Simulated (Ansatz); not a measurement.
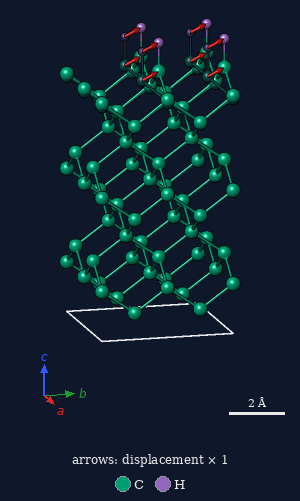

A constrained relaxation of a slab of composition HC11 (cut from the Fd-3m phase). The starting structure is drawn faded, the final one solid; red arrows show the displacements, at their true length.

Style: ball-and-stick. Shown: the 2 × 2 repeat of the cell, outlined in the plane, without the vacuum, slightly off an axis.

Case: CH put at a hollow C-C site. The slab is the (1 0 0) face of C with CH on it. 5 atoms are held fixed.

Computed with DFT PBEsol, scalar-relativistic, plane waves, PAW in Ansatz 0.2.0.

The input:
```yaml
crystal:
  lattice:
    - [2.5129226041, 0.0, 0.0]
    - [0.0, 2.5129226041, 0.0]
    - [0.0, 0.0, 28.0960707628]
  atoms:
    - { symbol: C, position: [0.0, 0.5, 0.3025334066] }
    - { symbol: C, position: [0.0, 0.0, 0.3341553481] }
    - { symbol: C, position: [0.5, 0.0, 0.3657772896] }
    - { symbol: C, position: [0.5, 0.5, 0.3973992312] }
    - { symbol: C, position: [0.0, 0.5, 0.4290211728] }
    - { symbol: C, position: [0.0, 0.0, 0.4605893679] }
    - { symbol: C, position: [0.5, 0.0, 0.4923580804] }
    - { symbol: C, position: [0.5, 0.5, 0.5235621663] }
    - { symbol: C, position: [0.0, 0.5, 0.5564206527] }
    - { symbol: C, position: [0.0, 0.0, 0.5842982129] }
    - { symbol: C, position: [0.5, 0.75, 0.6056535121], spin: 1.0 }
    - { symbol: H, position: [0.5, 0.75, 0.6448048942] }
basis:
  ecutwfc: 420
kpoints:
  mp_grid: { grid: [11, 11, 1] }
hamiltonian:
  xc: pbesol
scf:
  occupations: { method: gaussian, width: 0.05 }
output:
  forces: true
  eigenvalues: true
  populations: true
  write_density: true
  write_potential: true
  elf: true
  volumetric_format: npy
magnetization:
  spin_polarized: true
relax:
  adjacent_minimum: "off"
  f_tol: 0.03
  max_steps: 70
  constraints: [{ sites: [0, 1, 2, 3, 4] }]
efield:
  axis: 3
  dipole_correction: true
  ramp_width: 0.04
```

Launched with:
```bash
ansatz run input.yaml --threads 1 --pin off --max-ram 2560MiB --backend cpu --events-out ev --progress --plain --runs-dir out
```

> What did the optimiser do to the structure, and how much energy did it gain?

After 7 geometry steps the energy has fallen by 3.216 eV per cell of the calculation. The largest force component goes from 6.7 to 0.0023 eV/Å. The largest moves, 0.70 Å, are those of C11 and H12. C11 goes at 64° to the normal (+c side). Largest moves by element: C 0.70 Å, H 0.70 Å. The cell stays as it was. Some distances before and after: C9–C11 1.971 → 2.478 Å, C9–C10 1.481 → 1.570 Å, C10–C11 1.528 → 1.482 Å, C8–C9 1.559 → 1.533 Å. Bond angles that change, for instance: C9–C10–C11 81.9° → 108.5°, C9–C10–C11 123.8° → 108.5°, C10–C9–C10 116.1° → 106.3°. The program noted that the starting moments weren't kept. The run may lie on a higher electronic state than the lowest, so the end point isn't shown to be the ground-state structure.

Limits of the set-up: the periodic images lie only 2.5 Å apart, so the values are limited by the cell's size.
